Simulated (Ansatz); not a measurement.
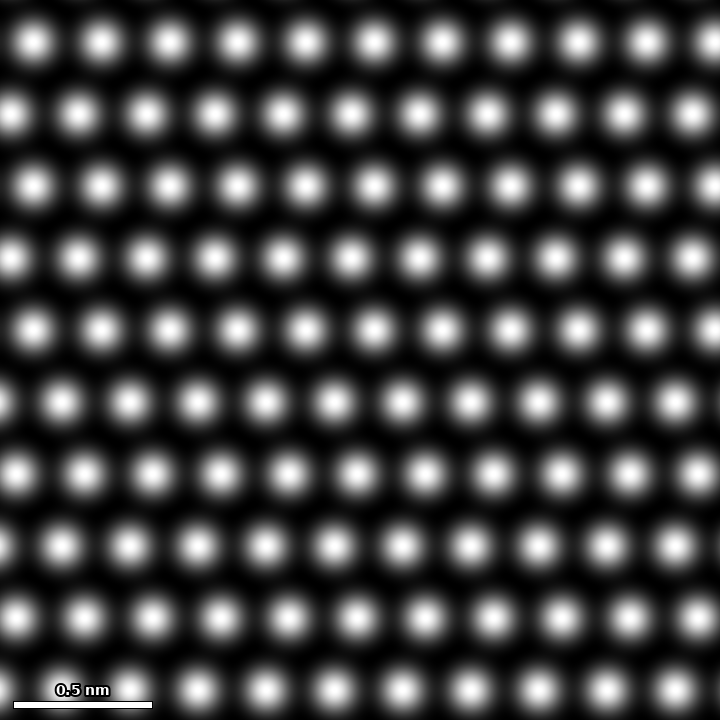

Dark-field STEM-like image of Nb (P6_3/mmc, No. 194) along [100]. The image is simulated as a sum over atoms of Z^1.8, blurred by a 1.30 Å probe (no channelling).

One planar defect was built into the perfect crystal by geometry alone, without relaxation. Host structure: the end point of a relaxation at fixed volume with DFT PBE, spin-orbit coupling, plane waves, PAW in Ansatz 0.2.0; the starting structure was generated, so it need not be a known form of this composition.

Question: Where does the periodic pattern break, and how?

Answer: A planar fault (a stacking fault) runs horizontally about 13 Å below the top edge. The part above it is shifted along the boundary by 1/4 of the 2.49 Å repeat of the rows (0.6 Å to the right, the same as 1.9 Å to the left); both parts keep the same orientation.
